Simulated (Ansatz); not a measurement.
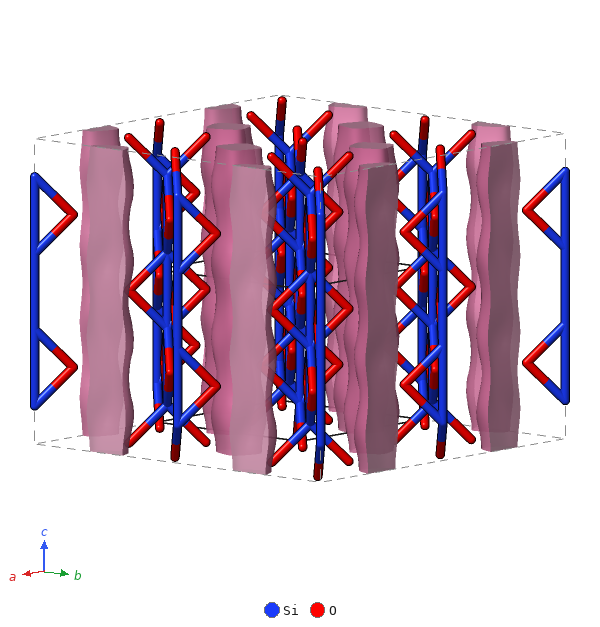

Crystal voids of SiO$_{2}$ in space group Ibam: the pink surface encloses the regions where the procrystal electron density, the sum of the densities of spherically averaged neutral Hartree-Fock atoms, is below 0.005 e/bohr³ (2×2×2 cells, view from a free direction). No self-consistent density enters. Pale faces close the region where the drawn box cuts it. The usual level for crystal voids is 0.002 e/bohr³; this crystal has almost no region below it, so a higher level is used, which marks the interstitial space of lowest density.

Origin of the cell: coordinates from a relaxation with DFT PBE+D3(BJ), scalar-relativistic, plane waves, PAW (Ansatz).

```xyz
12
Lattice="5.7041 0.0000 0.0000 0.0000 5.7777 0.0000 0.0000 0.0000 4.7194" Properties=species:S:1:pos:R:3 pbc="T T T"
Si    0.0000    0.0000    3.5395
Si    0.0000    0.0000    1.1798
O     2.0141    2.0544    2.3597
O     0.8380    4.9432    2.3597
O     2.0141    3.7234    0.0000
O     0.8380    0.8345    0.0000
Si    2.8520    2.8889    1.1798
Si    2.8520    2.8889    3.5395
O     4.8661    4.9432    0.0000
O     3.6900    2.0544    0.0000
O     4.8661    0.8345    2.3597
O     3.6900    3.7234    2.3597
```

What share of the cell is void by this measure?

The voids take about 11 % of the cell (17 Å³ of 155.5 Å³) and are bounded by about 46 Å² of surface per cell.

Are the voids connected in the whole crystal?

Where they connect, they form one-dimensional channels along [001].

How low does the density fall, and where?

To about 0.0024 e/bohr³ near 0.00, 0.50, 0.25 (fractional), 2.5 Å from the nearest nucleus.

At what density do the voids first join through the crystal?

At about 0.0025 e/bohr³, as one-dimensional channels along [001].
